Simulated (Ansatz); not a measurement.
Al24N25 (charge −2): geometry relaxation (part 1 of 4)

- system: Al24N25 (defect cell, 49 atoms in the cell, total charge −2)
- method: DFT PBE, scalar-relativistic, plane waves, PAW, spin-polarised (Ansatz 0.2.0)

The structure derives from a Materials Project entry. It belongs to a series of runs on one base structure; here: N interstitial, charge -2, atoms relaxed at the host's cell.

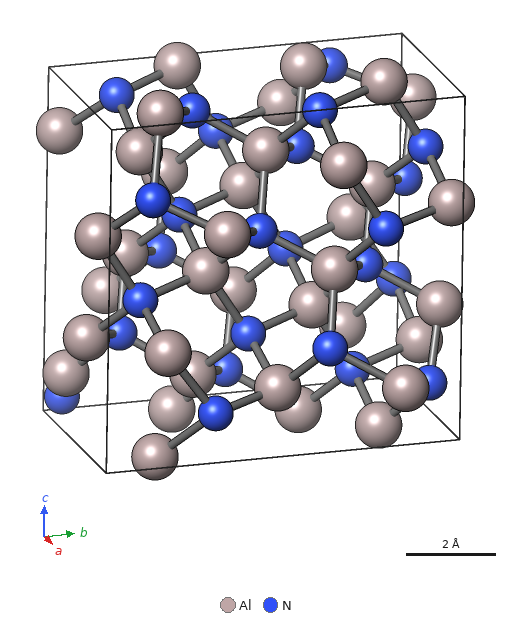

The starting structure (ball-and-stick view of the cell of the calculation, seen slightly off an axis).

## Input
```yaml
crystal:
  lattice:
    - [3.1302084199, -5.4216800216, 5.0180433219]
    - [3.1302084199, 5.4216800216, 5.0180433219]
    - [-6.2604168399, 0.0, 5.0180433219]
  atoms:
    - { symbol: Al, position: [0.6675018431, 0.3331852198, 0.4960759789] }
    - { symbol: Al, position: [0.996951938, 0.6599587593, 0.831497526] }
    - { symbol: Al, position: [0.3331852198, 0.4960759789, 0.6675018431] }
    - { symbol: Al, position: [0.8311666287, 0.5125989044, 0.1678642787] }
    - { symbol: Al, position: [0.1693198847, 0.3336504519, 1.0023951733], spin: 0.1 }
    - { symbol: Al, position: [0.4960759789, 0.6675018431, 0.3331852198] }
    - { symbol: Al, position: [0.831497526, 0.996951938, 0.6599587593] }
    - { symbol: Al, position: [0.1678642787, 0.8311666287, 0.5125989044] }
    - { symbol: Al, position: [0.5125989044, 0.1678642787, 0.8311666287] }
    - { symbol: Al, position: [0.6599587593, 0.831497526, 0.996951938] }
    - { symbol: Al, position: [1.0023951733, 0.1693198847, 0.3336504519], spin: 0.1 }
    - { symbol: Al, position: [0.3336504519, 1.0023951733, 0.1693198847], spin: 0.1 }
    - { symbol: Al, position: [0.6685289963, 0.4977577092, 0.8315161653] }
    - { symbol: Al, position: [1.003429602, 0.8444140964, 0.1654515973], spin: 0.1 }
    - { symbol: Al, position: [0.333188729, 0.6622319962, 0.9989765245] }
    - { symbol: Al, position: [0.8315161653, 0.6685289963, 0.4977577092] }
    - { symbol: Al, position: [0.1651288366, 0.5028704195, 0.3315164783] }
    - { symbol: Al, position: [0.4977577092, 0.8315161653, 0.6685289963] }
    - { symbol: Al, position: [0.8444140964, 0.1654515973, 1.003429602], spin: 0.1 }
    - { symbol: Al, position: [0.1654515973, 1.003429602, 0.8444140964], spin: 0.1 }
    - { symbol: Al, position: [0.5028704195, 0.3315164783, 0.1651288366] }
    - { symbol: Al, position: [0.6622319962, 0.9989765245, 0.333188729] }
    - { symbol: Al, position: [0.9989765245, 0.333188729, 0.6622319962] }
    - { symbol: Al, position: [0.3315164783, 0.1651288366, 0.5028704195] }
    - { symbol: "N", position: [0.7934516254, 0.4617986294, 0.6230967449] }
    - { symbol: "N", position: [0.1290136652, 0.773706421, 0.9529229214] }
    - { symbol: "N", position: [0.4617986294, 0.6230967449, 0.7934516254] }
    - { symbol: "N", position: [0.9611623458, 0.6363257883, 0.2938994031] }
    - { symbol: "N", position: [0.2977713018, 0.4598880562, 0.1294126101] }
    - { symbol: "N", position: [0.6230967449, 0.7934516254, 0.4617986294] }
    - { symbol: "N", position: [0.9529229214, 0.1290136652, 0.773706421] }
    - { symbol: "N", position: [0.2938994031, 0.9611623458, 0.6363257883] }
    - { symbol: "N", position: [0.6363257883, 0.2938994031, 0.9611623458] }
    - { symbol: "N", position: [0.773706421, 0.9529229214, 0.1290136652] }
    - { symbol: "N", position: [0.1294126101, 0.2977713018, 0.4598880562] }
    - { symbol: "N", position: [0.4598880562, 0.1294126101, 0.2977713018] }
    - { symbol: "N", position: [0.4638883157, 0.2929481657, 0.6263455283] }
    - { symbol: "N", position: [0.7897806913, 0.6274903948, 0.957732547] }
    - { symbol: "N", position: [0.1264842671, 0.4538474614, 0.7928187357] }
    - { symbol: "N", position: [0.6263455283, 0.4638883157, 0.2929481657] }
    - { symbol: "N", position: [0.9627667297, 0.3143054859, 0.1369937168], spin: 0.1 }
    - { symbol: "N", position: [0.2929481657, 0.6263455283, 0.4638883157] }
    - { symbol: "N", position: [0.6274903948, 0.957732547, 0.7897806913] }
    - { symbol: "N", position: [0.957732547, 0.7897806913, 0.6274903948] }
    - { symbol: "N", position: [0.3143054859, 0.1369937168, 0.9627667297], spin: 0.1 }
    - { symbol: "N", position: [0.4538474614, 0.7928187357, 0.1264842671] }
    - { symbol: "N", position: [0.7928187357, 0.1264842671, 0.4538474614] }
    - { symbol: "N", position: [0.1369937168, 0.9627667297, 0.3143054859], spin: 0.1 }
    - { symbol: "N", position: [0.0444151549, 0.0444151549, 0.0444151549], spin: 0.1 }
  host:
    lattice:
      - [3.1302084199, 0.0, 0.0]
      - [-1.56510421, 2.7108400108, 0.0]
      - [0.0, 0.0, 5.0180433219]
    atoms:
      - { symbol: Al, position: [0.6666666667, 0.3333333333, 0.4992342259] }
      - { symbol: Al, position: [0.3333333333, 0.6666666667, 0.9992342259] }
      - { symbol: "N", position: [0.6666666667, 0.3333333333, 0.8807657741] }
      - { symbol: "N", position: [0.3333333333, 0.6666666667, 0.3807657741] }
total_charge: -2
basis:
  ecutwfc: 420
  xc_grid: 2
kpoints:
  mp_grid: { grid: [2, 2, 2], shift: [0.0, 0.0, 0.0] }
hamiltonian:
  xc: pbe
scf:
  occupations: { method: gaussian, width: 0.01 }
output:
  forces: true
  stress: false
  eigenvalues: true
  populations: true
  charged_corrections:
    defect_position: [0.06944444, 0.06944444, 0.06944444]
    epsilon: [[8.2944, 0.0, 0.0], [0.0, 8.2944, 0.0], [0.0, 0.0, 9.8365]]
  write_density: true
  write_potential: true
  elf: true
  volumetric_format: npy
magnetization:
  spin_polarized: true
relax:
  adjacent_minimum: "off"
  f_tol: 0.025
  max_steps: 45
```

Command:
```bash
ansatz run input.yaml --threads 4 --pin off --max-ram 8192MiB --backend cpu --events-out ev --progress --plain --runs-dir out
```

## Output
```
Engine: ansatz 0.2.0, aarch64-unknown-linux-gnu
Pseudopotentials: kind: paw
Pseudopotential: Al, paw, valence charge 3, recommended cutoff 420 eV (normal), Al.paw.azcp
Pseudopotential: N, paw, valence charge 5, recommended cutoff 420 eV (normal), N.paw.azcp
Functional definition: PBE
  parameter kappa = 0.804
  parameter beta = 0.06672455060314922
  exchange = pbe_x(kappa = kappa, mu = beta*pi^2/3)
  correlation = pbe_c(beta = beta)
Crystal: 49 atoms, lattice volume = 510.967 Å³
Basis set: ecut = 420 eV, 9983 PW (Γ), exchange–correlation on 108×108×108 points (8 copies of the dense FFT grid, shifted against one another)
Bands: 149, of which v1, the nominal top of the filled ones, is band 100 counted from 1 (99 counted from 0)
Symmetry: 3 space group operations
Space group: R3 (ITA 146), of the structure as read, at distance tolerance 8.0e-5 Å
Magnetic group: BNS 146.10 (UNI 1240), of the structure as read, at distance tolerance 8.0e-5 Å
k-points: 4 of 8
Non-local potential: Al, projectors of the file, l = 0: 2, l = 1: 2, l = 2: 1
Non-local potential: N, projectors of the file, l = 0: 2, l = 1: 2, l = 2: 1
PAW form: soft (Blöchl's): semilocal exchange-correlation on the pseudo side does not see the compensation charge
PAW one-centre angular grid: Al, 110 points (default); XC on 64 Gauss nodes
PAW one-centre angular grid: N, 110 points (default); XC on 64 Gauss nodes
Initial density: superposition of atomic densities (chi_scale 0.1, normalization cell, long waves kept (reshape's long-wave potential 0.12 eV rms))
Starting moments: Σ|m| = 1 μB on 10 of 49 sites
Initial wavefunctions: pseudopotential atomic-orbital guess
Functional: x = pbe(κ = 0.804, μ = 0.2195149727645171), c = pbe(β = 0.06672455060314922)
SCF iter   1: F=—  HF=-22570.076401 eV  |F-HF|=—  |Δ(HF+E_count)|=         —  Δρ=6.51e-2 (↑6.51e-2 ↓6.38e-2)  dr2=1.03e2  dr2_m=3.80e-1  M=1.000 μB ∫|m|=1.028 μB  β_m=0.30  ethr=3.10e-3  ⟨swp⟩=6.0  Hψ=4976  notcnv=0  defer=118
preconditioner: auto → Resta (q_TF=auto, 2.331 Å⁻¹)  ε∞=3.7  [insulator: Δε(μ)=0.101 eV  Ē_g=14.003 eV  σ=0.010 eV  W_gap=1.00  n_scr=98 (ndim 8)  ℏωp=23.2 eV  f_vac=0.000  D(μ)=0.00/eV (n_scr^D=0)  ε∞_Penn≈3.7]
spin=Collinear: Resta preconditioning applied to the charge; magnetization (m = ρ↑ − ρ↓) channel mixes plain (no charge-response kernel on spin).
SCF iter   2: F=—  HF=-22547.211983 eV  |F-HF|=—  |Δ(HF+E_count)|=    2.29e1  Δρ=3.23e-2 (↑3.23e-2 ↓3.19e-2)  dr2=2.52e1  dr2_m=1.92e-1  M=1.000 μB ∫|m|=1.030 μB  β_m=0.30  ethr=3.10e-3  ⟨swp⟩=2.6  Hψ=2243  notcnv=0  defer=330
SCF iter   3: F=—  HF=-22540.903788 eV  |F-HF|=—  |Δ(HF+E_count)|=    6.31e0  Δρ=1.75e-2 (↑1.67e-2 ↓1.75e-2)  dr2=2.85e0  dr2_m=9.58e-2  M=1.000 μB ∫|m|=1.038 μB  β_m=0.30  ethr=3.10e-3  ⟨swp⟩=2.8  Hψ=2087  notcnv=0  defer=333
SCF iter   4: F=—  HF=-22540.535440 eV  |F-HF|=—  |Δ(HF+E_count)|=   3.68e-1  Δρ=4.55e-3 (↑4.19e-3 ↓4.55e-3)  dr2=7.61e-2  dr2_m=6.37e-2  M=1.000 μB ∫|m|=1.045 μB  β_m=0.30  ethr=1.43e-3  ⟨swp⟩=2.0  Hψ=1436  notcnv=0  defer=336
SCF iter   5: F=—  HF=-22540.589431 eV  |F-HF|=—  |Δ(HF+E_count)|=   5.40e-2  Δρ=3.25e-3 (↑3.25e-3 ↓3.02e-3)  dr2=1.44e-2  dr2_m=3.86e-2  M=1.000 μB ∫|m|=1.053 μB  β_m=0.30  ethr=3.82e-5  ⟨swp⟩=2.0  Hψ=1520  notcnv=0  defer=336
SCF iter   6: F=—  HF=-22540.612838 eV  |F-HF|=—  |Δ(HF+E_count)|=   2.34e-2  Δρ=2.37e-3 (↑2.37e-3 ↓2.14e-3)  dr2=3.20e-3  dr2_m=2.25e-2  M=1.000 μB ∫|m|=1.060 μB  β_m=0.30  ethr=7.25e-6  ⟨swp⟩=2.5  Hψ=1661  notcnv=0  defer=336
SCF iter   7: F=—  HF=-22540.624946 eV  |F-HF|=—  |Δ(HF+E_count)|=   1.21e-2  Δρ=1.71e-3 (↑1.65e-3 ↓1.71e-3)  dr2=5.64e-4  dr2_m=1.31e-2  M=1.000 μB ∫|m|=1.066 μB  β_m=0.30  ethr=1.61e-6  ⟨swp⟩=2.5  Hψ=1700  notcnv=0  defer=336
Mixer restart at iter 7: flushing history
spin-set hold released at iteration 7 (site moments contracting): the magnetisation degrees of freedom join the quasi-Newton model from the next iteration; the mixer history was flushed
SCF iter   8: F=—  HF=-22540.630651 eV  |F-HF|=—  |Δ(HF+E_count)|=   5.70e-3  Δρ=1.32e-3 (↑1.25e-3 ↓1.32e-3)  dr2=3.13e-4  dr2_m=7.66e-3  M=1.000 μB ∫|m|=1.072 μB  β_m=0.65  ethr=2.83e-7  ⟨swp⟩=2.5  Hψ=1904  notcnv=0  defer=336
SCF iter   9: F=—  HF=-22540.638584 eV  |F-HF|=—  |Δ(HF+E_count)|=   7.93e-3  Δρ=9.41e-5 (↑9.41e-5 ↓6.73e-5)  dr2=5.99e-5  dr2_m=1.52e-5  M=1.000 μB ∫|m|=1.092 μB  β_m=0.67  ethr=1.57e-7  ⟨swp⟩=3.2  Hψ=2313  notcnv=0  defer=336
SCF iter  10: F=—  HF=-22540.638584 eV  |F-HF|=—  |Δ(HF+E_count)|=   4.81e-7  Δρ=3.69e-5 (↑3.69e-5 ↓2.99e-5)  dr2=1.06e-5  dr2_m=2.94e-6  M=1.000 μB ∫|m|=1.093 μB  β_m=0.79  ethr=7.85e-9  ⟨swp⟩=22.1  Hψ=12521  notcnv=0
SCF iter  11: F=—  HF=-22540.638587 eV  |F-HF|=—  |Δ(HF+E_count)|=   2.40e-6  Δρ=1.30e-5 (↑1.22e-5 ↓1.30e-5)  dr2=2.32e-6  dr2_m=2.32e-7  M=1.000 μB ∫|m|=1.093 μB  β_m=0.74  ethr=5.31e-9  ⟨swp⟩=9.5  Hψ=7323  notcnv=0
SCF iter  12: F=-22540.638586 eV  HF=-22540.638587 eV  |F-HF|=1.33e-7  |Δ(HF+E_count)|=   6.09e-8  Δρ=4.78e-6 (↑4.78e-6 ↓3.49e-6)  dr2=2.61e-7  dr2_m=1.86e-8  M=1.000 μB ∫|m|=1.093 μB  ethr=1.17e-9  ⟨swp⟩=8.1  Hψ=6720  notcnv=0
SCF 1 converged in 12 iterations: F = -22540.638586 eV  dr2 = 2.61e-7
  greatest PAW one-centre occupation: 0.835 electrons in one spin orbital (limit 2), on the N atom at site 48 (counted from 0), in its partial waves of l = 0
relax step   1: F+E_penalty+E_count = -22540.63858650 eV  Δ(F+E_penalty+E_count) = +0.000e0 eV  max|allowed force component| = 1.378e0 eV/Å  Δτ_max = 0.0000 Å  (12 SCF iters, dr2 threshold 1.56e-5 eV, accepted)
Initial density: handed on by an earlier stage of this run
Starting moments: Σ|m| = 1 μB on 10 of 49 sites; this step starts from the density that it was given
Initial wavefunctions: those handed on with the density
iter 1 solved again at ethr=7.88e-5 eV; its pass at ethr=3.10e-3 eV (dr2=1.57e-1 eV) is discarded
SCF iter   1: F=—  HF=-22540.984927 eV  |F-HF|=—  |Δ(HF+E_count)|=         —  Δρ=5.10e-3 (↑2.83e-3 ↓5.10e-3)  dr2=1.57e-1  dr2_m=3.18e-2  M=1.000 μB ∫|m|=1.094 μB  β_m=0.30  ethr=7.88e-5  ⟨swp⟩=2.0  Hψ=3697  notcnv=0  defer=336
preconditioner: auto → Resta (q_TF=auto, 2.331 Å⁻¹)  ε∞=4.2  [insulator: Δε(μ)=0.899 eV  Ē_g=12.992 eV  σ=0.010 eV  W_gap=1.00  n_scr=98 (ndim 8)  ℏωp=23.2 eV  f_vac=0.000  D(μ)=0.00/eV (n_scr^D=0)  ε∞_Penn≈4.2]
spin=Collinear: Resta preconditioning applied to the charge; magnetization (m = ρ↑ − ρ↓) channel mixes plain (no charge-response kernel on spin).
SCF iter   2: F=—  HF=-22540.986279 eV  |F-HF|=—  |Δ(HF+E_count)|=   1.35e-3  Δρ=3.50e-3 (↑2.00e-3 ↓3.50e-3)  dr2=7.29e-2  dr2_m=1.65e-2  M=1.000 μB ∫|m|=1.094 μB  β_m=0.62  ethr=7.88e-5  ⟨swp⟩=2.0  Hψ=1330  notcnv=0  defer=336
SCF iter   3: F=—  HF=-22540.996951 eV  |F-HF|=—  |Δ(HF+E_count)|=   1.07e-2  Δρ=4.37e-4 (↑3.77e-4 ↓4.37e-4)  dr2=1.83e-3  dr2_m=2.65e-4  M=1.000 μB ∫|m|=1.096 μB  β_m=0.69  ethr=3.66e-5  ⟨swp⟩=2.8  Hψ=1723  notcnv=0  defer=336
SCF iter   4: F=—  HF=-22540.997193 eV  |F-HF|=—  |Δ(HF+E_count)|=   2.42e-4  Δρ=1.86e-4 (↑1.34e-4 ↓1.86e-4)  dr2=3.82e-4  dr2_m=2.69e-5  M=1.000 μB ∫|m|=1.097 μB  β_m=0.68  ethr=9.21e-7  ⟨swp⟩=2.0  Hψ=1773  notcnv=0  defer=336
iter 5 did not close the SCF: its close was put off for a magnetic moment that had not settled (scf_convergence_deferred on its scf_iter line)
SCF iter   5: F=-22540.997159 eV  HF=-22540.997159 eV  |F-HF|=5.57e-7  |Δ(HF+E_count)|=   3.41e-5  Δρ=3.68e-5 (↑3.68e-5 ↓3.31e-5)  dr2=1.27e-5  dr2_m=2.09e-6  M=1.000 μB ∫|m|=1.097 μB  β_m=0.76  ethr=5.03e-8  ⟨swp⟩=18.1  Hψ=10276  notcnv=0
SCF iter   6: F=-22540.997162 eV  HF=-22540.997163 eV  |F-HF|=1.50e-6  |Δ(HF+E_count)|=   4.52e-6  Δρ=1.51e-5 (↑1.21e-5 ↓1.51e-5)  dr2=3.20e-6  dr2_m=1.88e-7  M=1.000 μB ∫|m|=1.097 μB  ethr=6.37e-9  ⟨swp⟩=7.8  Hψ=7482  notcnv=0
SCF 2 converged in 6 iterations: F = -22540.997162 eV  dr2 = 3.20e-6
[... from here on the iterations of each SCF are left out, up to the last one ...]
relax step   2: F+E_penalty+E_count = -22540.99716176 eV  Δ(F+E_penalty+E_count) = -3.586e-1 eV  max|allowed force component| = 5.200e-1 eV/Å  Δτ_max = 0.0806 Å  (6 SCF iters, dr2 threshold 1.00e-4 eV, accepted)
preconditioner: auto → Resta (q_TF=auto, 2.331 Å⁻¹)  ε∞=4.2  [insulator: Δε(μ)=0.758 eV  Ē_g=12.990 eV  σ=0.010 eV  W_gap=1.00  n_scr=98 (ndim 8)  ℏωp=23.2 eV  f_vac=0.000  D(μ)=0.00/eV (n_scr^D=0)  ε∞_Penn≈4.2]
spin=Collinear: Resta preconditioning applied to the charge; magnetization (m = ρ↑ − ρ↓) channel mixes plain (no charge-response kernel on spin).
SCF 3 converged in 6 iterations: F = -22541.056335 eV  dr2 = 9.63e-7
relax step   3: F+E_penalty+E_count = -22541.05633507 eV  Δ(F+E_penalty+E_count) = -5.917e-2 eV  max|allowed force component| = 4.377e-1 eV/Å  Δτ_max = 0.0375 Å  (6 SCF iters, dr2 threshold 1.69e-5 eV, accepted)
preconditioner: auto → Resta (q_TF=auto, 2.331 Å⁻¹)  ε∞=4.2  [insulator: Δε(μ)=0.451 eV  Ē_g=12.995 eV  σ=0.010 eV  W_gap=1.00  n_scr=98 (ndim 8)  ℏωp=23.2 eV  f_vac=0.000  D(μ)=0.00/eV (n_scr^D=0)  ε∞_Penn≈4.2]
spin=Collinear: Resta preconditioning applied to the charge; magnetization (m = ρ↑ − ρ↓) channel mixes plain (no charge-response kernel on spin).
SCF 4 converged in 7 iterations: F = -22541.085286 eV  dr2 = 2.34e-7
relax step   4: F+E_penalty+E_count = -22541.08528620 eV  Δ(F+E_penalty+E_count) = -2.895e-2 eV  max|allowed force component| = 1.815e-1 eV/Å  Δτ_max = 0.1024 Å  (7 SCF iters, dr2 threshold 2.73e-5 eV, accepted)
preconditioner: auto → Resta (q_TF=auto, 2.331 Å⁻¹)  ε∞=4.2  [insulator: Δε(μ)=0.549 eV  Ē_g=12.994 eV  σ=0.010 eV  W_gap=1.00  n_scr=98 (ndim 8)  ℏωp=23.2 eV  f_vac=0.000  D(μ)=0.00/eV (n_scr^D=0)  ε∞_Penn≈4.2]
spin=Collinear: Resta preconditioning applied to the charge; magnetization (m = ρ↑ − ρ↓) channel mixes plain (no charge-response kernel on spin).
SCF 5 converged in 6 iterations: F = -22541.090128 eV  dr2 = 1.64e-7
relax step   5: F+E_penalty+E_count = -22541.09012833 eV  Δ(F+E_penalty+E_count) = -4.842e-3 eV  max|allowed force component| = 2.718e-2 eV/Å  Δτ_max = 0.0190 Å  (6 SCF iters, dr2 threshold 5.66e-6 eV, accepted)
SCF iter   1: F=—  HF=-22541.089804 eV  |F-HF|=—  |Δ(HF+E_count)|=         —  Δρ=1.30e-4 (↑7.49e-5 ↓1.30e-4)  dr2=1.07e-4  dr2_m=1.91e-5  M=1.000 μB ∫|m|=1.098 μB  β_m=0.30  ethr=6.47e-7  ⟨swp⟩=2.0  Hψ=2290  notcnv=0  defer=340
preconditioner: auto → Resta (q_TF=auto, 2.331 Å⁻¹)  ε∞=4.2  [insulator: Δε(μ)=0.528 eV  Ē_g=12.993 eV  σ=0.010 eV  W_gap=1.00  n_scr=98 (ndim 8)  ℏωp=23.2 eV  f_vac=0.000  D(μ)=0.00/eV (n_scr^D=0)  ε∞_Penn≈4.2]
spin=Collinear: Resta preconditioning applied to the charge; magnetization (m = ρ↑ − ρ↓) channel mixes plain (no charge-response kernel on spin).
SCF iter   2: F=—  HF=-22541.089800 eV  |F-HF|=—  |Δ(HF+E_count)|=   4.81e-6  Δρ=8.93e-5 (↑5.21e-5 ↓8.93e-5)  dr2=4.95e-5  dr2_m=9.86e-6  M=1.000 μB ∫|m|=1.098 μB  β_m=0.61  ethr=5.40e-8  ⟨swp⟩=1.2  Hψ=1378  notcnv=0  defer=340
SCF iter   3: F=—  HF=-22541.090258 eV  |F-HF|=—  |Δ(HF+E_count)|=   4.59e-4  Δρ=1.11e-5 (↑9.95e-6 ↓1.11e-5)  dr2=1.13e-6  dr2_m=1.45e-7  M=1.000 μB ∫|m|=1.098 μB  β_m=0.67  ethr=2.49e-8  ⟨swp⟩=2.0  Hψ=1646  notcnv=0  defer=340
SCF iter   4: F=—  HF=-22541.090259 eV  |F-HF|=—  |Δ(HF+E_count)|=   1.80e-7  Δρ=4.68e-6 (↑3.49e-6 ↓4.68e-6)  dr2=2.31e-7  dr2_m=1.89e-8  M=1.000 μB ∫|m|=1.098 μB  β_m=0.72  ethr=5.66e-10  ⟨swp⟩=2.0  Hψ=1626  notcnv=0  defer=340
SCF iter   5: F=-22541.090259 eV  HF=-22541.090259 eV  |F-HF|=2.06e-9  |Δ(HF+E_count)|=   9.98e-9  Δρ=8.05e-7 (↑8.05e-7 ↓6.59e-7)  dr2=8.90e-9  dr2_m=5.21e-10  M=1.000 μB ∫|m|=1.098 μB  ethr=5.03e-11  ⟨swp⟩=12.8  Hψ=7144  notcnv=0
SCF 6 converged in 5 iterations: F = -22541.090259 eV  dr2 = 8.90e-9
relax step   6: F+E_penalty+E_count = -22541.09025863 eV  Δ(F+E_penalty+E_count) = -1.303e-4 eV  max|allowed force component| = 5.874e-3 eV/Å  Δτ_max = 0.0022 Å  (5 SCF iters, accepted)
```
